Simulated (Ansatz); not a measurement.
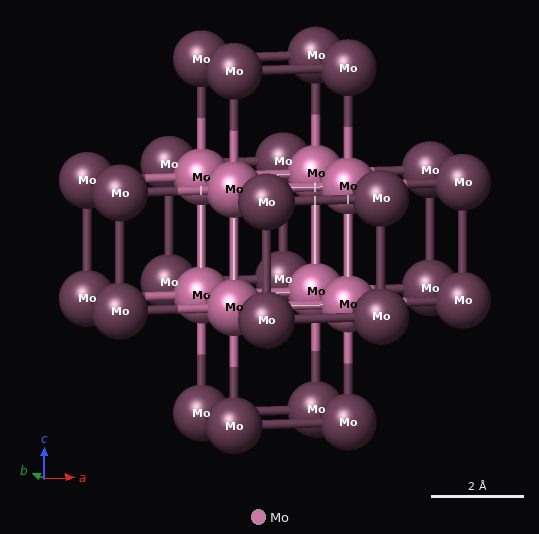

Ball-and-stick drawing of the structure, looking slightly off an axis. Atoms at the boundary of the conventional unit cell (the box) are drawn once for each face, edge or corner they touch. Atoms of adjacent cells appear where they bond to atoms in the box, in fainter colours.

Lattice: a = 2.592 Å, b = 2.592 Å, c = 2.592 Å, α = 90.00°, β = 90.00°, γ = 90.00°.

How many atoms belong to the cell?

Answer. 1 (molybdenum), counting shared atoms by their share.

Space group?

Answer. Pm-3m (No. 221), with Mo on 1a.

Give the coordination environment of Mo.

Answer. Six Mo in an octahedral arrangement at about 2.6 Å.

Origin of the cell: a textbook structure type filled with this element (whether it is the usual form wasn't checked). Atoms and cell were optimised with DFT r2SCAN, scalar-relativistic, plane waves, PAW in Ansatz 0.2.0.
